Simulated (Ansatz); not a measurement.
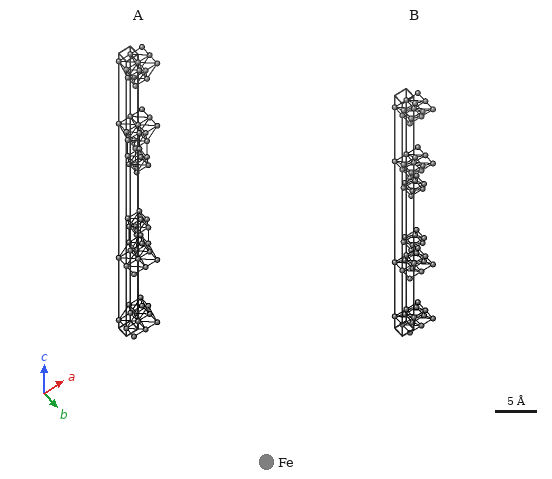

Two geometries of a crystal of Fe (built on the C_166 type) (coarse preliminary run), drawn at one scale. One is the start of a relaxation, the other its converged end. Style: ball-and-stick. Shown: the conventional cell (3 times the calculation's cell), repeated 2 × 2 × 1 with one cell outlined, from a free direction. Lengths and directions refer to the drawn axes.

The calculation used DFT PBE, scalar-relativistic, plane waves, PAW in Ansatz 0.2.0. (plane-wave cutoff 420 eV; k-point mesh 9 × 9 × 9; occupations gaussian; smearing width 0.1 eV; no spin polarisation; cell and atoms relaxed; force threshold 0.04 eV/Å; at most 70 steps)

Question: Which one is relaxed?

Answer: Structure A is the relaxed one. Case: C type (R-3m, No. 166). After 21 accepted moves (24 points after the start) the energy has fallen by 17371 meV per atom. The largest force component goes from 1.3 to 0.0037 eV/Å. Pressure: 455.05 GPa at the start and 0.03 GPa at the end. The line search rejected the trial step at point 15 of the run. At 2 points the geometry stayed and the basis and grid were re-selected for the new cell (energy shift of 51.2 meV per atom at most each time). The largest moves relative to the cell, 1.05 Å, are those of Fe atoms. The volume changes by +20.2 %, with a = b 2.404 → 2.424 Å (+0.8 %), c 32.689 → 38.637 Å (+18.2 %). Some distances before and after: Fe–Fe 3.269 → 2.233 Å, Fe–Fe 1.388 → 2.343 Å, Fe–Fe 2.404 → 2.424 Å. New bonds form: Fe–Fe (3.27 → 2.23 Å). The space group stays R-3m (No. 166).
